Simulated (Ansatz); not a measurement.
System: a (110) slab cut from ZnS (F-43m), ended by ZnS planes, 16 atoms in the cell, the slab at its places in the relaxed adsorbed structure.

```cif
data_structure
_symmetry_space_group_name_H-M 'P 1'
_symmetry_Int_Tables_number 1
_cell_length_a 7.6017
_cell_length_b 5.3752
_cell_length_c 23.7013
_cell_angle_alpha 90.000
_cell_angle_beta 90.000
_cell_angle_gamma 90.000
_cell_volume 968.45
loop_
_atom_site_label
_atom_site_type_symbol
_atom_site_fract_x
_atom_site_fract_y
_atom_site_fract_z
_atom_site_occupancy
Zn1 Zn 0.25000 0.50000 0.33753 1
Zn2 Zn 0.75000 0.50000 0.33753 1
S1 S 0.50000 0.25000 0.33753 1
S2 S 0.00000 0.25000 0.33753 1
Zn3 Zn 0.50000 0.00000 0.41772 1
Zn4 Zn 0.00000 0.00000 0.41772 1
S3 S 0.75000 0.75000 0.41772 1
S4 S 0.25000 0.75000 0.41772 1
Zn5 Zn 0.75510 0.47879 0.49534 1
Zn6 Zn 0.23984 0.51476 0.50268 1
S5 S 0.00387 0.24099 0.49925 1
S6 S 0.49458 0.25389 0.49933 1
Zn7 Zn 0.01508 0.01650 0.58490 1
Zn8 Zn 0.47817 0.94069 0.56358 1
S7 S 0.24073 0.72970 0.58776 1
S8 S 0.75260 0.75785 0.57149 1
```

Computed with Ansatz 0.2.0: DFT PBE+D3(BJ), scalar-relativistic, plane waves, PAW, no spin polarisation, 2×3×1 k mesh.

What does the potential across the slab give for the band edges against vacuum?

From the vacuum level at the right face the ionisation potential is 5.38 eV and the electron affinity 3.92 eV; at the left face they are 5.28 and 3.82 eV. The slab's gap, their difference before rounding, is 1.47 eV. The vacuum levels differ by 0.10 eV, so the slab carries a dipole along its normal. The outermost atoms are 5.9 Å apart, which leaves 17.8 Å of vacuum in a cell 23.7 Å high.

The atoms aren't at rest in this cell (largest force 2.0 eV/Å), so the relaxed material can differ.

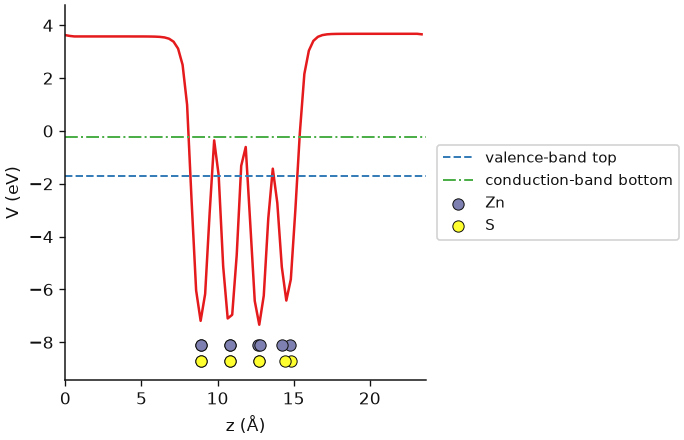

Plane-averaged electrostatic potential energy of an electron across the slab; circles at the bottom mark the heights of the atoms.
